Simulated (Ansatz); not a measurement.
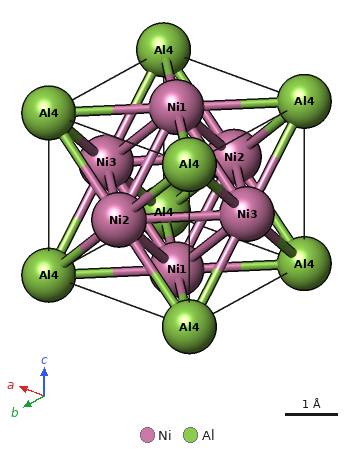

This is the input geometry for a relaxation of solid AlNi3 (set up in Pm-3m). A ball-and-stick model of the cell of the calculation, seen from a free direction.

The run lets cell and atoms move.

All numbers below come from Kohn-Sham DFT of a periodic cell, PBEsol with D4, Ansatz PAW (Ansatz).

The input:
```yaml
crystal:
  lattice:
    - [3.5230547267, 0.0, 0.0]
    - [0.0, 3.5230547267, 0.0]
    - [0.0, 0.0, 3.5230547267]
  atoms:
    - { symbol: Ni, position: [0.5, 0.5, 0.0], spin: 1.0 }
    - { symbol: Ni, position: [0.5, 0.0, 0.5], spin: 1.0 }
    - { symbol: Ni, position: [0.0, 0.5, 0.5], spin: 1.0 }
    - { symbol: Al, position: [0.0, 0.0, 0.0] }
hamiltonian:
  xc: pbesol
  pseudopotentials: { kind: paw }
  dispersion: d4
magnetization:
  spin_polarized: true
kpoints:
  mp_grid: { grid: [8, 8, 8] }
scf:
  occupations: { method: fermi_dirac, width: 0.05 }
output:
  forces: true
  stress: true
relax:
  f_tol: 0.01
  max_steps: 40
  cell: { stress_tol: 0.05 }
```

Launched with:
```bash
ansatz run input.yaml --threads 2 --pin off --max-ram 5632MiB --backend cpu --events-out ev --progress --plain --runs-dir out
```

> Where does the relaxation end?

The atoms keep their places relative to the cell (all moves are under 0.005 Å). The volume changes by −2.1 %, with a = b = c 3.523 → 3.499 Å (−0.7 %). Some distances before and after: Ni1–Ni2 2.491 → 2.474 Å, Ni1–Al4 2.491 → 2.474 Å. The space group stays Pm-3m (No. 221). Over 3 accepted moves (4 points after the start) the energy falls by 3.0 meV per atom. All forces vanish by symmetry, so only the cell relaxes. Pressure: −4.21 GPa at the start and 0.00 GPa at the end. The SCF was repeated once at an unchanged geometry on a basis and grid sized afresh for the cell, which shifted the energy by 0.1 meV per atom at most.

Limits of the set-up: only the magnetic order of this start and cell was tried (total moment 0.6 μB per cell).
